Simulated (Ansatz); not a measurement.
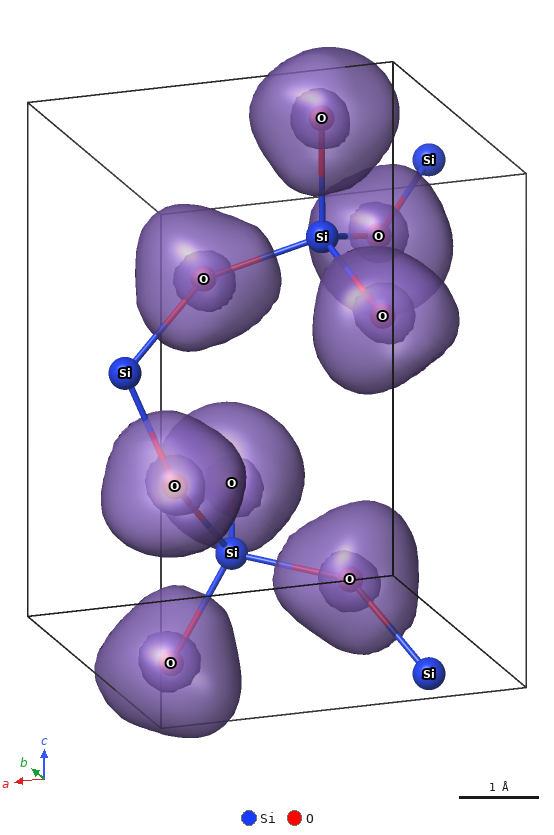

SiO2. Isosurface of the ELF at 0.7 (purple), seen at an oblique angle. Only the valence region is drawn (cores and ρ < 0.01 e/Å³ removed). Sticks mark near contacts.

Space group P4₃2₁2.

Theory: DFT LDA, scalar-relativistic, plane waves, PAW (Ansatz).

In a PAW calculation such maps are meaningful between the atoms, not at the nuclei.

Input file:

```
crystal:
  lattice:
    - [4.9405297249, 0.0, 0.0]
    - [0.0, 4.9405297249, 0.0]
    - [0.0, 0.0, 6.8596011958]
  atoms:
    - { symbol: Si, position: [0.8048597421, 0.8048597421, 0.5] }
    - { symbol: Si, position: [0.6951402579, 0.3048597421, 0.25] }
    - { symbol: Si, position: [0.1951402579, 0.1951402579, 0.0] }
    - { symbol: Si, position: [0.3048597421, 0.6951402579, 0.75] }
    - { symbol: O, position: [0.2628906955, 0.3857667419, 0.8162028578] }
    - { symbol: O, position: [0.1142332581, 0.7628906955, 0.5662028578] }
    - { symbol: O, position: [0.7371093045, 0.6142332581, 0.3162028578] }
    - { symbol: O, position: [0.8857667419, 0.2371093045, 0.0662028578] }
    - { symbol: O, position: [0.7628906955, 0.1142332581, 0.4337971422] }
    - { symbol: O, position: [0.6142332581, 0.7371093045, 0.6837971422] }
    - { symbol: O, position: [0.2371093045, 0.8857667419, 0.9337971422] }
    - { symbol: O, position: [0.3857667419, 0.2628906955, 0.1837971422] }
basis:
  ecutwfc: 420
kpoints:
  mp_grid: { grid: [6, 6, 4] }
  band_path:
    path:
      - [[0.0, 0.0, 0.0], [0.0, 0.5, 0.0], [0.5, 0.5, 0.0], [0.0, 0.0, 0.0], [0.0, 0.0, 0.5], [0.0, 0.5, 0.5], [0.5, 0.5, 0.5], [0.0, 0.0, 0.5]]
      - [[0.0, 0.5, 0.0], [0.0, 0.5, 0.5]]
      - [[0.5, 0.5, 0.0], [0.5, 0.5, 0.5]]
    npoints: 10
hamiltonian:
  xc: lda
scf:
  occupations: { method: gaussian, width: 0.02 }
  n_extra_bands: 30
output:
  forces: true
  stress: true
  eigenvalues: true
  populations: true
  dos: { projected: true, de: 0.02, nscf_kmesh: { grid: [9, 9, 6] } }
  bader: false
  write_density: true
  write_potential: true
  elf: true
  volumetric_format: npy
```

Run with:

```sh
ansatz run input.yaml --threads 2 --pin off --max-ram 5120MiB --backend cpu --events-out ev --progress --plain --runs-dir out
```

Below, planes, directions and counts refer to the conventional cell (a = 4.94 Å, b = 4.94 Å, c = 6.86 Å, α = 90.00°, β = 90.00°, γ = 90.00°).

**What do the ELF domains correspond to?**

The surface consists of eight regions on O in which the atom's valence shell and bonds are merged, counted in one cell of 12 atoms. Any copies at cell faces, edges or corners count once. Profiles from the grid: Si–O (1.61 Å): the ELF peaks at about 0.85 between the atoms, as expected for a polar covalent bond.
